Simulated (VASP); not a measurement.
Input of the run:

INCAR:
```
ENCUT = 520.000000
SIGMA = 0.020000
EDIFF = 1.00e-07
GGA = PS
PREC = Accurate
IBRION = -1
ISIF = 2
ISMEAR = -1
NBANDS = 26
NELM = 120
NSW = 0
LASPH = .TRUE.
LCHARG = .FALSE.
LWAVE = .FALSE.
LREAL = .FALSE.
```

KPOINTS:
```
KPOINTS created by Atomic Simulation Environment
0
Gamma
6 6 4
0 0 0
```

POSCAR:
```
Cd S
 1.0000000000000000
     4.1852000000000000    0.0290000000000000   -0.0783000000000000
    -2.0674000000000001    3.6955000000000000    0.0455000000000000
    -0.1273000000000000    0.0119000000000000    6.9114000000000004
 Cd  S
   2   2
Cartesian
 -0.0458570500000000  2.3085813999999996  0.1536468200000000
  2.0463069099999998  1.3352007299999999  3.3474799100000006
 -0.0532537900000001  2.2616983600000000  2.5124299400000001
  2.0390154100000002  1.2355363400000001  5.8512529000000004
```

Run as:
```bash
mpirun -np 1 vasp_std
```

System: CdS, space group P1 (No. 1), 4 atoms in the cell, wurtzite type, strained and displaced.

Level of theory: DFT, PBEsol, plane waves, PAW, 6×6×4 k mesh, Fermi-Dirac smearing of 0.02 eV; code VASP 6.6.1.

What will the density of states look like?

There is a gap; over the k points computed it is 0.75 eV (direct among those points). The upper group of valence states starts about 4.5 eV under the valence-band top (which lies at −0.4 eV on this axis), with a gap beneath it; it holds about 12 electrons a cell. Within the window shown, the tallest peak of the filled states lies 7.5 eV under the valence-band top, at about 24 states per eV and cell.

The atoms aren't at rest in this cell (largest force 1.9 eV/Å), so the relaxed material can differ.

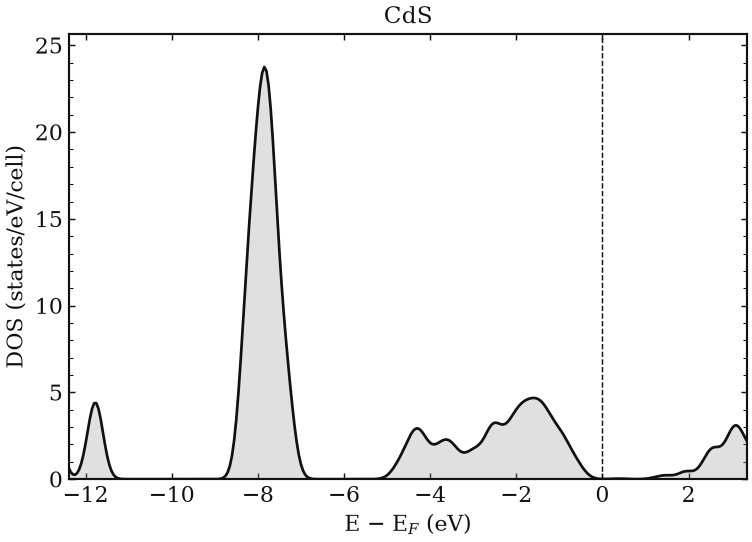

Density of states. Energies are counted from the Fermi level. The curve is built from the levels of the k mesh with Gaussians 0.4 eV wide, which also blur the band edges.
